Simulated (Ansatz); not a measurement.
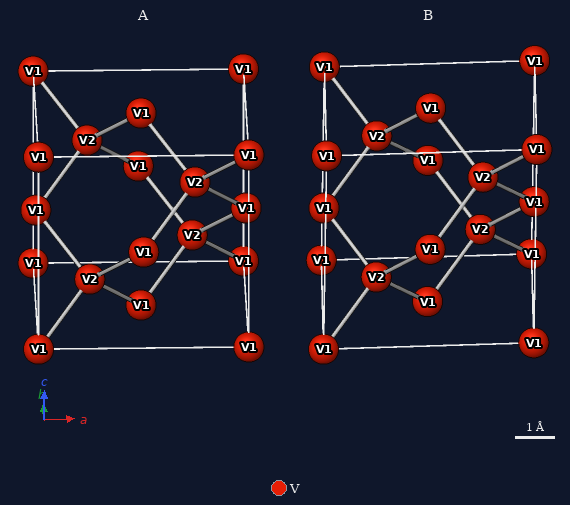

Two geometries of a crystal of V (a generated structure, set up in Fd-3m): one is the relaxed structure, the other was perturbed away from it. The picture is a ball-and-stick view of the conventional cell (4 times the calculation's cell), seen from a free direction. Lengths and directions refer to the drawn axes.

Computed with DFT, PBE, PAW with Ansatz's default frozen-core files, scalar-relativistic (Ansatz 0.2.0). Set-up: plane-wave cutoff 420 eV; k-point mesh 10 × 10 × 10; occupations fermi dirac; smearing width 0.08 eV; collinear spin.

Which one is perturbed?

Structure B is the perturbed one. The cell is strained by +3.0 % along [1 1 1] and −1.5 % across it (volume −0.1 %), the atoms keeping their fractional coordinates. No relaxation follows. The energy changes by less than 1 meV per atom. The pressure goes from 0.0 to 0.1 GPa. The principal stresses (compression positive) are 0.6 GPa along [1 1 1] and −0.2 GPa across it. The largest forces, 0.56 eV/Å, act on V1 and V2; on V1 it points along [1 1 1]. The absolute magnetisation stays at 3.75 μB per cell. Among the bonded contacts that change: V–V 2.367 → 2.344 to 2.438 Å. The space group (tolerance 0.01 Å) goes from Fd-3m (No. 227) to R-3m (No. 166).
